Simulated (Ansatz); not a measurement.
**What a change does: single-point calculation on SiO$_{2}$**

System: SiO$_{2}$ (P4₂/mnm, 6 atoms in the cell).
Method of run A: DFT PBE, scalar-relativistic, plane waves, PAW, PAW set soft_1, no spin polarisation (Ansatz 0.2.0).

The structure derives from a Materials Project entry. Text and figures count atoms from 1; the logs count them from 0 in places.

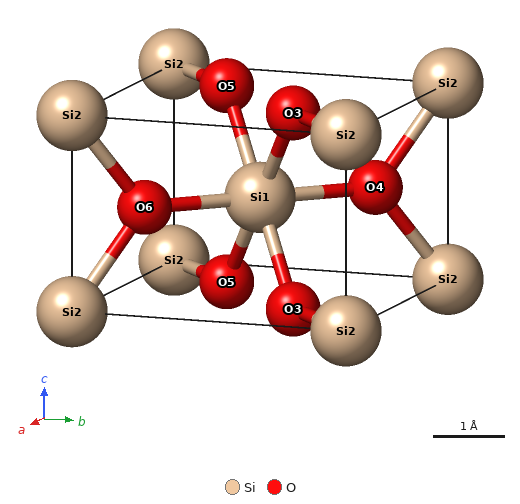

Figure 1. The structure as given in the input (ball-and-stick view of the cell of the calculation, seen slightly off an axis; atoms are numbered from 1 in the order of the input). An atom can appear more than once, as a periodic image.

## The input, run A
```yaml
crystal:
  lattice:
    - [4.1723, 0.0, 0.0]
    - [0.0, 4.1723, 0.0]
    - [0.0, 0.0, 2.8512]
  atoms:
    - { symbol: Si, position: [0.5, 0.5, 0.5] }
    - { symbol: Si, position: [0.0, 0.0, 0.0] }
    - { symbol: O, position: [0.6930127928, 0.6930127928, 0.0] }
    - { symbol: O, position: [0.1930127928, 0.8069872072, 0.5] }
    - { symbol: O, position: [0.3069872072, 0.3069872072, 0.0] }
    - { symbol: O, position: [0.8069872072, 0.1930127928, 0.5] }
basis:
  ecutwfc: 520.0
kpoints:
  mp_grid: { grid: [6, 6, 8] }
hamiltonian:
  xc: pbe
  pseudopotentials: { kind: paw, azcp: { folder: soft_1 } }
scf:
  occupations: { method: gaussian, width: 0.05 }
output:
  forces: true
  stress: true
  eigenvalues: true
```

Command:
```bash
ansatz run input.yaml --threads 2 --pin off --max-ram 4096MiB --backend cpu --events-out ev --progress --plain --runs-dir out
```

Hardware: 2 threads of Arm Neoverse N1, 98 GiB of memory available, shared host.

## Output, shortened to warnings, some set-up lines, iterations and results (run A)
```
Basis set: ecut = 520 eV, 1339 PW (Γ), exchange–correlation on 64×64×48 points (8 copies of the dense FFT grid, shifted against one another)
Symmetry: 16 space group operations
k-points: 50 of 288
Initial density: superposition of atomic densities (chi_scale 0.1, normalization cell, long waves kept (reshape's long-wave potential 0.00 eV rms))
[...]
SCF iter   1: F=—  HF=-3548.859056 eV  |F-HF|=—  |Δ(HF+E_count)|=         —  Δρ=1.38e-1  dr2=8.00e0  ethr=3.10e-3  ⟨swp⟩=6.1  Hψ=5923  notcnv=0  defer=1
SCF iter   2: F=—  HF=-3546.946052 eV  |F-HF|=—  |Δ(HF+E_count)|=    1.91e0  Δρ=6.84e-2  dr2=9.11e-1  ethr=3.10e-3  ⟨swp⟩=3.3  Hψ=2868  notcnv=0  defer=87
SCF iter   3: F=—  HF=-3546.746758 eV  |F-HF|=—  |Δ(HF+E_count)|=   1.99e-1  Δρ=2.36e-2  dr2=9.99e-2  ethr=2.85e-3  ⟨swp⟩=2.5  Hψ=2203  notcnv=0  defer=87
SCF iter   4: F=—  HF=-3546.777964 eV  |F-HF|=—  |Δ(HF+E_count)|=   3.12e-2  Δρ=1.36e-3  dr2=3.98e-4  ethr=3.12e-4  ⟨swp⟩=2.5  Hψ=1433  notcnv=0  defer=87
SCF iter   5: F=—  HF=-3546.778374 eV  |F-HF|=—  |Δ(HF+E_count)|=   4.09e-4  Δρ=2.11e-4  dr2=6.47e-6  ethr=1.24e-6  ⟨swp⟩=2.1  Hψ=1782  notcnv=0  defer=37
SCF iter   6: F=—  HF=-3546.778366 eV  |F-HF|=—  |Δ(HF+E_count)|=   8.27e-6  Δρ=2.10e-5  dr2=5.82e-8  ethr=3.13e-10  ⟨swp⟩=9.0  Hψ=6815  notcnv=0
SCF iter   7: F=-3546.778366 eV  HF=-3546.778366 eV  |F-HF|=1.35e-10  |Δ(HF+E_count)|=   1.09e-7  Δρ=1.90e-6  dr2=1.23e-9  ethr=1.82e-10  ⟨swp⟩=2.0  Hψ=3740  notcnv=0
SCF 1 converged in 7 iterations: F = -3546.778366 eV  dr2 = 1.23e-9
SCF converged after 7 iterations
Free energy (F): -3546.778366 eV
Harris-Foulkes:  -3546.778366 eV  (|F-HF|=1.35e-10)
Internal energy: -3546.778366 eV  (E = F + TS)
E sigma→0 (E₀):  -3546.778366 eV
Fermi energy:    11.724270 eV
--- Per-component energies (eV) ---
  E_band       = 45.594254
  E_kinetic    = 777.283607
  E_local      = -1237.109497  (includes V_loc(G=0)·N_el)
  E_nonlocal   = 248.105526
  E_hartree    = 452.037822
  E_xc         = -402.639813
  E_vxc        = -466.425215  (∫ρ·V_xc dr)
  E_paw        = -1676.752796  (= ΣΔE_a)
  E_vpaw       = -180.336600  (= ΣTr[D̂ρ^β])
  E_aug_tail   = 0.000849  (compensation charges beyond the density's cutoff)
  E_ewald      = -1707.704064
  E_smearing   = -0.000000  (= −TS)
  E_closure    = -0.000000  (closes the sum)
  Σ components = -3546.778366   (vs F -3546.778366, Δ=0.00e0)
--- Forces (eV/Å), atoms counted from 1 ---
  atom   1  Si    -0.00000000    -0.00000000     0.00000000
  atom   2  Si    -0.00000000    -0.00000000     0.00000000
  atom   3  O      0.27196750     0.27196750     0.00000000
  atom   4  O      0.27196750    -0.27196750     0.00000000
  atom   5  O     -0.27196750    -0.27196750     0.00000000
  atom   6  O     -0.27196750     0.27196750     0.00000000
  max |Σ_I F_I| component: 1.11e-16 eV/Å
--- Stress (GPa, compression-positive) ---
       -0.490116       0.000000       0.000000
        0.000000      -0.490116       0.000000
        0.000000       0.000000     -29.660256
  P = ⅓ Tr σ = -10.2135 GPa (-102.135 kbar)
```

The input of run B differs as follows (lines with − go, lines with + come):
```diff
-    - [4.1723, 0.0, 0.0]
-    - [0.0, 4.1723, 0.0]
+    - [4.2041, 0.0, 0.0]
+    - [0.0, 4.2041, 0.0]
-basis:
-  ecutwfc: 520.0
+accuracy: medium
```

How does run B compare with run A?

With the same functional and potentials, run B lies 4.2 meV per atom higher (other lines of the input change too). The gap on the mesh goes from 4.26 to 4.05 eV. The pressure goes from −10.21 to −13.88 GPa. The largest force goes from 0.385 to 0.264 eV/Å. The volume per atom goes from 8.27 to 8.40 Å³. The number of SCF iterations is the same. The plane waves at Γ go from 1339 to 981.

## Output, shortened to warnings, some set-up lines, iterations and results (run B)
```
Basis set: ecut = 420 eV, 981 PW (Γ), exchange–correlation on 60×60×40 points (8 copies of the dense FFT grid, shifted against one another)
Symmetry: 16 space group operations
k-points: 50 of 288
Initial density: superposition of atomic densities (chi_scale 0.1, normalization cell, long waves kept (reshape's long-wave potential 0.00 eV rms))
[...]
SCF iter   1: F=—  HF=-3548.791849 eV  |F-HF|=—  |Δ(HF+E_count)|=         —  Δρ=1.35e-1  dr2=7.88e0  ethr=3.10e-3  ⟨swp⟩=6.1  Hψ=5849  notcnv=0  defer=2
SCF iter   2: F=—  HF=-3546.929312 eV  |F-HF|=—  |Δ(HF+E_count)|=    1.86e0  Δρ=6.84e-2  dr2=9.37e-1  ethr=3.10e-3  ⟨swp⟩=3.2  Hψ=2839  notcnv=0  defer=86
SCF iter   3: F=—  HF=-3546.722117 eV  |F-HF|=—  |Δ(HF+E_count)|=   2.07e-1  Δρ=2.35e-2  dr2=1.01e-1  ethr=2.93e-3  ⟨swp⟩=2.5  Hψ=2168  notcnv=0  defer=86
SCF iter   4: F=—  HF=-3546.752709 eV  |F-HF|=—  |Δ(HF+E_count)|=   3.06e-2  Δρ=1.34e-3  dr2=4.02e-4  ethr=3.15e-4  ⟨swp⟩=2.4  Hψ=1416  notcnv=0  defer=86
SCF iter   5: F=—  HF=-3546.753092 eV  |F-HF|=—  |Δ(HF+E_count)|=   3.83e-4  Δρ=2.04e-4  dr2=6.42e-6  ethr=1.26e-6  ⟨swp⟩=2.2  Hψ=1777  notcnv=0  defer=36
SCF iter   6: F=—  HF=-3546.753023 eV  |F-HF|=—  |Δ(HF+E_count)|=   6.96e-5  Δρ=2.43e-5  dr2=6.84e-8  ethr=3.13e-10  ⟨swp⟩=8.8  Hψ=6762  notcnv=0
SCF iter   7: F=-3546.753023 eV  HF=-3546.753023 eV  |F-HF|=6.76e-10  |Δ(HF+E_count)|=   1.50e-7  Δρ=1.38e-6  dr2=5.44e-10  ethr=2.14e-10  ⟨swp⟩=2.0  Hψ=3726  notcnv=0
SCF 1 converged in 7 iterations: F = -3546.753023 eV  dr2 = 5.44e-10
SCF converged after 7 iterations
Free energy (F): -3546.753023 eV
Harris-Foulkes:  -3546.753023 eV  (|F-HF|=6.76e-10)
Internal energy: -3546.753023 eV  (E = F + TS)
E sigma→0 (E₀):  -3546.753023 eV
Fermi energy:    11.385244 eV
--- Per-component energies (eV) ---
  E_band       = 39.855220
  E_kinetic    = 775.588086
  E_local      = -1247.927236  (includes V_loc(G=0)·N_el)
  E_nonlocal   = 247.281645
  E_hartree    = 455.245629
  E_xc         = -402.186014
  E_vxc        = -465.816750  (∫ρ·V_xc dr)
  E_paw        = -1676.265598  (= ΣΔE_a)
  E_vpaw       = -179.764948  (= ΣTr[D̂ρ^β])
  E_aug_tail   = 0.003225  (compensation charges beyond the density's cutoff)
  E_ewald      = -1698.492760
  E_smearing   = -0.000000  (= −TS)
  E_closure    = -0.000000  (closes the sum)
  Σ components = -3546.753023   (vs F -3546.753023, Δ=0.00e0)
--- Forces (eV/Å), atoms counted from 1 ---
  atom   1  Si    -0.00000000    -0.00000000     0.00000000
  atom   2  Si    -0.00000000     0.00000000     0.00000000
  atom   3  O      0.18659510     0.18659510     0.00000000
  atom   4  O      0.18659510    -0.18659510     0.00000000
  atom   5  O     -0.18659510    -0.18659510     0.00000000
  atom   6  O     -0.18659510     0.18659510     0.00000000
  max |Σ_I F_I| component: 5.55e-17 eV/Å
--- Stress (GPa, compression-positive) ---
       -4.999771       0.000000       0.000000
        0.000000      -4.999771       0.000000
        0.000000       0.000000     -31.652171
  P = ⅓ Tr σ = -13.8839 GPa (-138.839 kbar)
```

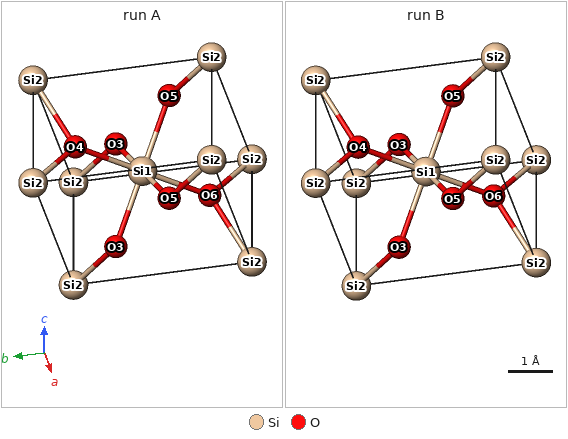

Figure 2. The two input geometries at one scale (ball-and-stick view of the cell of the calculation, seen at an oblique angle). No atom moves by more than 0.005 Å relative to the cell. The volume changes by +1.5 %, with a = b 4.172 → 4.204 Å (+0.8 %), c stays at 2.851 Å. Among the contacts that change: Si1–O4 1.811 → 1.825 Å, Si1–O3 1.825 → 1.830 Å.

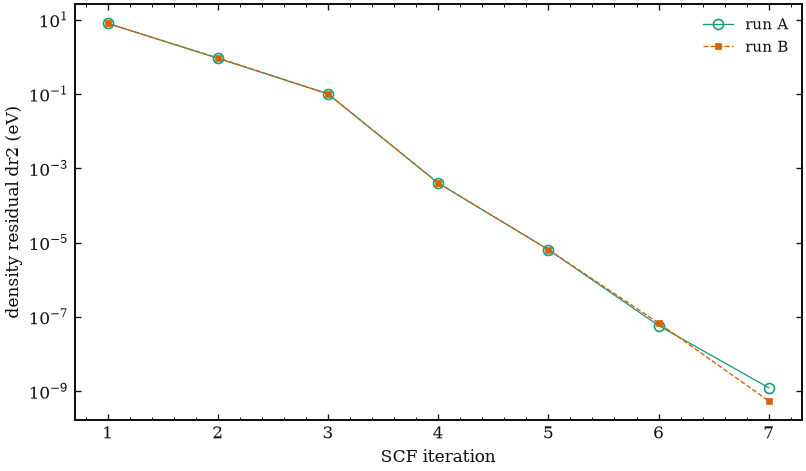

Figure 3. Convergence of the two runs: density residual dr2 against the SCF iteration. Run A takes 7 iterations in all, and run B takes 7.

## The two runs side by side

| quantity | run A | run B |
| --- | --- | --- |
| outcome | converged | converged |
| free energy per atom (eV) | −591.1297 | −591.1255 |
| gap on the mesh (eV) | 4.26 | 4.05 |
| pressure (GPa) | −10.21 | −13.88 |
| volume per atom (Å³) | 8.27 | 8.40 |
| largest force (eV/Å) | 0.385 | 0.264 |
| SCF iterations | 7 | 7 |
| irreducible k-points | 50 | 50 |
| plane waves at Γ | 1339 | 981 |
| wall time (shared host) | 4.6 s | 3.5 s |
